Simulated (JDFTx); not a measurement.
## Geometry relaxation, with input and output: PbO (part 2 of 3)

PbO (4 atoms in the cell); Kohn-Sham DFT of a periodic cell, PBEsol, PseudoDojo-SR-PBEsol-0.4.1-standard, no spin polarisation (JDFTx 1.7.0 (patched build)); cutoff 1142.88 eV, 5×5×4 k-mesh, fermi-dirac of 0.05 eV. The structure derives from an entry of the Crystallography Open Database.

Geometry of the input (Å; fractional positions):
```
3.9900  0.0000  0.0000
0.0000  3.9900  0.0000
0.0000  0.0000  5.0100
Pb 0.5000  0.0000  0.7600
Pb 0.0000  0.5000  0.2400
O  0.5000  0.5000  0.0000
O  0.0000  0.0000  0.0000
```

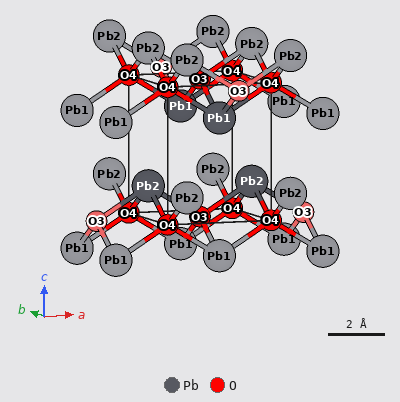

**Figure 1.** The input geometry (ball-and-stick view of the cell of the calculation, seen slightly off an axis; neighbours outside the cell are drawn fainter; atoms are numbered from 1 in the order of the input). An atom can appear more than once, as a periodic image.

**Output, continued**
```
#--- Lowdin population analysis ---
# oxidation-state Pb +0.755 +0.755
# oxidation-state O -0.705 -0.705

-------- Electronic minimization -----------
Will mix electronic density at each iteration.
	FillingsUpdate:  mu: +0.345584547  nElectrons: 40.000000
	FillingsUpdate:  mu: +0.346025920  nElectrons: 40.000000
SCF: Cycle:  0   F: -152.694747688410672   dF: +1.947e-05   |Residual|: 5.560e-03   |deigs|: 4.777e-05
	FillingsUpdate:  mu: +0.346517623  nElectrons: 40.000000
SCF: Cycle:  1   F: -152.694848942345828   dF: -1.013e-04   |Residual|: 3.484e-03   |deigs|: 7.612e-04
	FillingsUpdate:  mu: +0.346322968  nElectrons: 40.000000
SCF: Cycle:  2   F: -152.694857265967954   dF: -8.324e-06   |Residual|: 1.119e-03   |deigs|: 1.880e-04
	FillingsUpdate:  mu: +0.346274893  nElectrons: 40.000000
SCF: Cycle:  3   F: -152.694858776484296   dF: -1.511e-06   |Residual|: 3.955e-04   |deigs|: 4.979e-05
	FillingsUpdate:  mu: +0.346300303  nElectrons: 40.000000
SCF: Cycle:  4   F: -152.694858921185499   dF: -1.447e-07   |Residual|: 2.218e-04   |deigs|: 2.990e-05
	FillingsUpdate:  mu: +0.346289140  nElectrons: 40.000000
SCF: Cycle:  5   F: -152.694858983631690   dF: -6.245e-08   |Residual|: 8.123e-05   |deigs|: 5.997e-06
	FillingsUpdate:  mu: +0.346291054  nElectrons: 40.000000
SCF: Cycle:  6   F: -152.694858989569582   dF: -5.938e-09   |Residual|: 3.773e-05   |deigs|: 9.703e-06
	FillingsUpdate:  mu: +0.346293473  nElectrons: 40.000000
SCF: Cycle:  7   F: -152.694858991506521   dF: -1.937e-09   |Residual|: 7.705e-06   |deigs|: 2.604e-06
	FillingsUpdate:  mu: +0.346293394  nElectrons: 40.000000
SCF: Cycle:  8   F: -152.694858991708060   dF: -2.015e-10   |Residual|: 4.438e-06   |deigs|: 2.035e-06
	FillingsUpdate:  mu: +0.346293482  nElectrons: 40.000000
SCF: Cycle:  9   F: -152.694858991785395   dF: -7.734e-11   |Residual|: 1.645e-06   |deigs|: 7.933e-06
SCF: Converged (|Delta E|<1.000000e-09 for 2 iters).

Setting wave functions to eigenvectors of Hamiltonian
# Lattice vectors:
R =
[      7.54412            0            0  ]
[            0      7.54412            0  ]
[            0            0      9.46064  ]
unit cell volume = 538.441

# Strain tensor in Cartesian coordinates:
[  0.000546096            0            0  ]
[            0  0.000546096            0  ]
[            0            0 -0.000727681  ]

# Stress tensor in Cartesian coordinates [Eh/a0^3]:
[ -1.26404e-05            0            0  ]
[            0 -1.26404e-05            0  ]
[            0            0 -2.83041e-06  ]

# Ionic positions in lattice coordinates:
ion Pb   0.500000000000000   0.000000000000000   0.762512160290631 1
ion Pb   0.000000000000000   0.500000000000000   0.237487839709369 1
ion O   0.500000000000000   0.500000000000000   0.000000000000000 1
ion O   0.000000000000000   0.000000000000000   0.000000000000000 1

# Forces in Cartesian coordinates:
force Pb   0.000000000000000   0.000000000000000   0.000822524358150 1
force Pb   0.000000000000000   0.000000000000000  -0.000822524358151 1
force O  -0.000000000000000   0.000000000000000   0.000000000000000 1
force O   0.000000000000000   0.000000000000000   0.000000000000000 1

# Energy components:
   Eewald =     -113.2500281947326926
       EH =       40.7870418869212870
     Eloc =     -110.4505895529377852
      Enl =      -33.9445244970375342
      Exc =      -47.8831432759293918
 Exc_core =       20.8100355173463605
       KE =       91.2363491249570586
-------------------------------------
     Etot =     -152.6948589914127012
       TS =        0.0000000003726877
-------------------------------------
        F =     -152.6948589917853951

LatticeMinimize: Iter:   2  F: -152.694858991785395  |grad|_K:  1.670e-03  alpha:  1.000e+00  linmin: -1.454e-01

#--- Lowdin population analysis ---
# oxidation-state Pb +0.757 +0.757
# oxidation-state O -0.707 -0.707

-------- Electronic minimization -----------
Will mix electronic density at each iteration.
	FillingsUpdate:  mu: +0.346293482  nElectrons: 40.000000
	FillingsUpdate:  mu: +0.345467587  nElectrons: 40.000000
SCF: Cycle:  0   F: -152.694869576840432   dF: -4.005e-06   |Residual|: 1.155e-03   |deigs|: 8.088e-06
	FillingsUpdate:  mu: +0.345555984  nElectrons: 40.000000
SCF: Cycle:  1   F: -152.694875801690785   dF: -6.225e-06   |Residual|: 7.489e-04   |deigs|: 1.540e-04
	FillingsUpdate:  mu: +0.345517746  nElectrons: 40.000000
SCF: Cycle:  2   F: -152.694876168564662   dF: -3.669e-07   |Residual|: 3.268e-04   |deigs|: 3.443e-05
	FillingsUpdate:  mu: +0.345507956  nElectrons: 40.000000
SCF: Cycle:  3   F: -152.694876302880971   dF: -1.343e-07   |Residual|: 1.179e-04   |deigs|: 1.222e-05
	FillingsUpdate:  mu: +0.345514548  nElectrons: 40.000000
SCF: Cycle:  4   F: -152.694876323013403   dF: -2.013e-08   |Residual|: 5.355e-05   |deigs|: 1.161e-05
	FillingsUpdate:  mu: +0.345511996  nElectrons: 40.000000
SCF: Cycle:  5   F: -152.694876327175621   dF: -4.162e-09   |Residual|: 2.558e-05   |deigs|: 2.498e-06
	FillingsUpdate:  mu: +0.345514066  nElectrons: 40.000000
SCF: Cycle:  6   F: -152.694876327779923   dF: -6.043e-10   |Residual|: 8.946e-06   |deigs|: 2.286e-06
	FillingsUpdate:  mu: +0.345513774  nElectrons: 40.000000
SCF: Cycle:  7   F: -152.694876327919985   dF: -1.401e-10   |Residual|: 1.561e-06   |deigs|: 1.257e-06
SCF: Converged (|Delta E|<1.000000e-09 for 2 iters).

Setting wave functions to eigenvectors of Hamiltonian
# Lattice vectors:
R =
[      7.55039            0            0  ]
[            0      7.55039            0  ]
[            0            0      9.46287  ]
unit cell volume = 539.463

# Strain tensor in Cartesian coordinates:
[   0.00137644            0            0  ]
[            0   0.00137644            0  ]
[            0            0 -0.000491566  ]

# Stress tensor in Cartesian coordinates [Eh/a0^3]:
[ -1.07538e-05            0            0  ]
[            0 -1.07538e-05            0  ]
[            0            0 -4.97845e-06  ]

# Ionic positions in lattice coordinates:
ion Pb   0.500000000000000   0.000000000000000   0.763066088137891 1
ion Pb   0.000000000000000   0.500000000000000   0.236933911862110 1
ion O   0.500000000000000   0.500000000000000   0.000000000000000 1
ion O   0.000000000000000   0.000000000000000   0.000000000000000 1

# Forces in Cartesian coordinates:
force Pb   0.000000000000000  -0.000000000000000   0.000401295452177 1
force Pb   0.000000000000000  -0.000000000000000  -0.000401295452178 1
force O   0.000000000000000   0.000000000000000  -0.000000000000000 1
force O   0.000000000000000   0.000000000000000  -0.000000000000000 1

# Energy components:
   Eewald =     -113.1154010418567140
       EH =       40.8858420789613248
     Eloc =     -110.6837974289764475
      Enl =      -33.9445305747808703
      Exc =      -47.8826845955381373
 Exc_core =       20.8100355043230358
       KE =       91.2356597302736390
-------------------------------------
     Etot =     -152.6948763275941587
       TS =        0.0000000003258197
-------------------------------------
        F =     -152.6948763279199852

LatticeMinimize: Iter:   3  F: -152.694876327919985  |grad|_K:  1.203e-03  alpha:  1.000e+00  linmin: -2.228e-01

#--- Lowdin population analysis ---
# oxidation-state Pb +0.758 +0.758
# oxidation-state O -0.707 -0.707

-------- Electronic minimization -----------
Will mix electronic density at each iteration.
	FillingsUpdate:  mu: +0.345513774  nElectrons: 40.000000
	FillingsUpdate:  mu: +0.343290562  nElectrons: 40.000000
SCF: Cycle:  0   F: -152.694889671262700   dF: -2.124e-05   |Residual|: 1.007e-03   |deigs|: 1.117e-05
	FillingsUpdate:  mu: +0.343270994  nElectrons: 40.000000
SCF: Cycle:  1   F: -152.694891999765929   dF: -2.329e-06   |Residual|: 4.363e-04   |deigs|: 8.997e-05
	FillingsUpdate:  mu: +0.343269896  nElectrons: 40.000000
SCF: Cycle:  2   F: -152.694892504289868   dF: -5.045e-07   |Residual|: 1.971e-04   |deigs|: 5.985e-05
	FillingsUpdate:  mu: +0.343279961  nElectrons: 40.000000
SCF: Cycle:  3   F: -152.694892539803277   dF: -3.551e-08   |Residual|: 7.203e-05   |deigs|: 1.724e-05
	FillingsUpdate:  mu: +0.343278792  nElectrons: 40.000000
SCF: Cycle:  4   F: -152.694892549625848   dF: -9.823e-09   |Residual|: 4.263e-05   |deigs|: 8.105e-06
	FillingsUpdate:  mu: +0.343280375  nElectrons: 40.000000
SCF: Cycle:  5   F: -152.694892551371709   dF: -1.746e-09   |Residual|: 2.300e-05   |deigs|: 2.333e-06
	FillingsUpdate:  mu: +0.343281792  nElectrons: 40.000000
SCF: Cycle:  6   F: -152.694892551713139   dF: -3.414e-10   |Residual|: 7.740e-06   |deigs|: 2.810e-06
	FillingsUpdate:  mu: +0.343281542  nElectrons: 40.000000
SCF: Cycle:  7   F: -152.694892551807555   dF: -9.442e-11   |Residual|: 2.271e-06   |deigs|: 1.176e-06
SCF: Converged (|Delta E|<1.000000e-09 for 2 iters).

Setting wave functions to eigenvectors of Hamiltonian
# Lattice vectors:
R =
[      7.56318            0            0  ]
[            0      7.56318            0  ]
[            0            0      9.47216  ]
unit cell volume = 541.824

# Strain tensor in Cartesian coordinates:
[   0.00307337            0            0  ]
[            0   0.00307337            0  ]
[            0            0  0.000489688  ]

# Stress tensor in Cartesian coordinates [Eh/a0^3]:
[ -3.07382e-07            0            0  ]
[            0 -3.07382e-07            0  ]
[            0            0  5.14829e-07  ]

# Ionic positions in lattice coordinates:
ion Pb   0.500000000000000   0.000000000000000   0.763495415492572 1
ion Pb   0.000000000000000   0.500000000000000   0.236504584507428 1
ion O   0.500000000000000   0.500000000000000   0.000000000000000 1
ion O   0.000000000000000   0.000000000000000   0.000000000000000 1

# Forces in Cartesian coordinates:
force Pb  -0.000000000000000   0.000000000000000   0.000808743941218 1
force Pb  -0.000000000000000   0.000000000000000  -0.000808743941218 1
force O  -0.000000000000000  -0.000000000000000   0.000000000000000 1
force O  -0.000000000000000  -0.000000000000000   0.000000000000000 1

# Energy components:
   Eewald =     -112.9057934138296275
       EH =       41.0147365583866517
     Eloc =     -111.0174311118720567
      Enl =      -33.9426680894786799
      Exc =      -47.8789766470576055
 Exc_core =       20.8100354114014507
       KE =       91.2252047409259461
-------------------------------------
     Etot =     -152.6948925515238784
       TS =        0.0000000002836809
-------------------------------------
        F =     -152.6948925518075555

LatticeMinimize: Iter:   4  F: -152.694892551807555  |grad|_K:  1.145e-03  alpha:  1.000e+00  linmin: -9.069e-01

#--- Lowdin population analysis ---
# oxidation-state Pb +0.758 +0.758
# oxidation-state O -0.707 -0.707

-------- Electronic minimization -----------
Will mix electronic density at each iteration.
	FillingsUpdate:  mu: +0.343281542  nElectrons: 40.000000
	FillingsUpdate:  mu: +0.340923371  nElectrons: 40.000000
SCF: Cycle:  0   F: -152.694869564554295   dF: -3.573e-05   |Residual|: 2.362e-03   |deigs|: 2.418e-05
	FillingsUpdate:  mu: +0.341096856  nElectrons: 40.000000
SCF: Cycle:  1   F: -152.694895745592731   dF: -2.618e-05   |Residual|: 1.681e-03   |deigs|: 3.104e-04
	FillingsUpdate:  mu: +0.341016537  nElectrons: 40.000000
SCF: Cycle:  2   F: -152.694897476025375   dF: -1.730e-06   |Residual|: 6.823e-04   |deigs|: 7.090e-05
	FillingsUpdate:  mu: +0.341010012  nElectrons: 40.000000
SCF: Cycle:  3   F: -152.694898269809215   dF: -7.938e-07   |Residual|: 2.738e-04   |deigs|: 3.977e-05
	FillingsUpdate:  mu: +0.341026094  nElectrons: 40.000000
SCF: Cycle:  4   F: -152.694898352008323   dF: -8.220e-08   |Residual|: 1.190e-04   |deigs|: 2.506e-05
	FillingsUpdate:  mu: +0.341020833  nElectrons: 40.000000
SCF: Cycle:  5   F: -152.694898374825044   dF: -2.282e-08   |Residual|: 6.362e-05   |deigs|: 6.083e-06
	FillingsUpdate:  mu: +0.341025478  nElectrons: 40.000000
SCF: Cycle:  6   F: -152.694898378534248   dF: -3.709e-09   |Residual|: 1.803e-05   |deigs|: 4.564e-06
	FillingsUpdate:  mu: +0.341025511  nElectrons: 40.000000
SCF: Cycle:  7   F: -152.694898379141051   dF: -6.068e-10   |Residual|: 5.329e-06   |deigs|: 4.437e-07
	FillingsUpdate:  mu: +0.341025516  nElectrons: 40.000000
SCF: Cycle:  8   F: -152.694898379372461   dF: -2.314e-10   |Residual|: 3.973e-06   |deigs|: 2.041e-06
SCF: Converged (|Delta E|<1.000000e-09 for 2 iters).

Setting wave functions to eigenvectors of Hamiltonian
# Lattice vectors:
R =
[      7.57803            0            0  ]
[            0      7.57803            0  ]
[            0            0      9.48515  ]
unit cell volume = 544.699

# Strain tensor in Cartesian coordinates:
[   0.00504308            0            0  ]
[            0   0.00504308            0  ]
[            0            0   0.00186087  ]

# Stress tensor in Cartesian coordinates [Eh/a0^3]:
[  5.86907e-06            0            0  ]
[            0  5.86907e-06            0  ]
[            0            0 -1.82588e-06  ]

# Ionic positions in lattice coordinates:
ion Pb   0.500000000000000   0.000000000000000   0.764801483044043 1
ion Pb   0.000000000000000   0.500000000000000   0.235198516955957 1
ion O   0.500000000000000   0.500000000000000   0.000000000000000 1
ion O   0.000000000000000   0.000000000000000   0.000000000000000 1

# Forces in Cartesian coordinates:
force Pb   0.000000000000000   0.000000000000000   0.000120092966914 1
force Pb   0.000000000000000   0.000000000000000  -0.000120092966916 1
force O  -0.000000000000000  -0.000000000000000  -0.000000000000000 1
force O  -0.000000000000000  -0.000000000000000  -0.000000000000000 1

# Energy components:
   Eewald =     -112.5454080422126566
       EH =       41.2765861313860611
     Eloc =     -111.6380349259157754
      Enl =      -33.9422206127823927
      Exc =      -47.8771106575911105
 Exc_core =       20.8100354615594973
       KE =       91.2212542663952490
-------------------------------------
     Etot =     -152.6948983791611454
       TS =        0.0000000002113084
-------------------------------------
        F =     -152.6948983793724608

LatticeMinimize: Iter:   5  F: -152.694898379372461  |grad|_K:  5.939e-04  alpha:  1.000e+00  linmin:  9.988e-02

#--- Lowdin population analysis ---
# oxidation-state Pb +0.759 +0.759
# oxidation-state O -0.708 -0.708

-------- Electronic minimization -----------
Will mix electronic density at each iteration.
	FillingsUpdate:  mu: +0.341025516  nElectrons: 40.000000
	FillingsUpdate:  mu: +0.341823801  nElectrons: 40.000000
SCF: Cycle:  0   F: -152.694900736315276   dF: -3.358e-06   |Residual|: 7.679e-04   |deigs|: 1.943e-06
	FillingsUpdate:  mu: +0.341893021  nElectrons: 40.000000
SCF: Cycle:  1   F: -152.694901722990011   dF: -9.867e-07   |Residual|: 2.777e-04   |deigs|: 9.996e-05
	FillingsUpdate:  mu: +0.341873944  nElectrons: 40.000000
[... 3 further cycles ...]
SCF: Cycle:  5   F: -152.694901864516538   dF: -3.575e-10   |Residual|: 3.223e-06   |deigs|: 6.575e-07
	FillingsUpdate:  mu: +0.341869821  nElectrons: 40.000000
SCF: Cycle:  6   F: -152.694901864617663   dF: -1.011e-10   |Residual|: 2.429e-06   |deigs|: 4.346e-07
SCF: Converged (|Delta E|<1.000000e-09 for 2 iters).

Setting wave functions to eigenvectors of Hamiltonian
# Lattice vectors:
R =
[      7.57113            0            0  ]
[            0      7.57113            0  ]
[            0            0      9.49056  ]
unit cell volume = 544.017
```
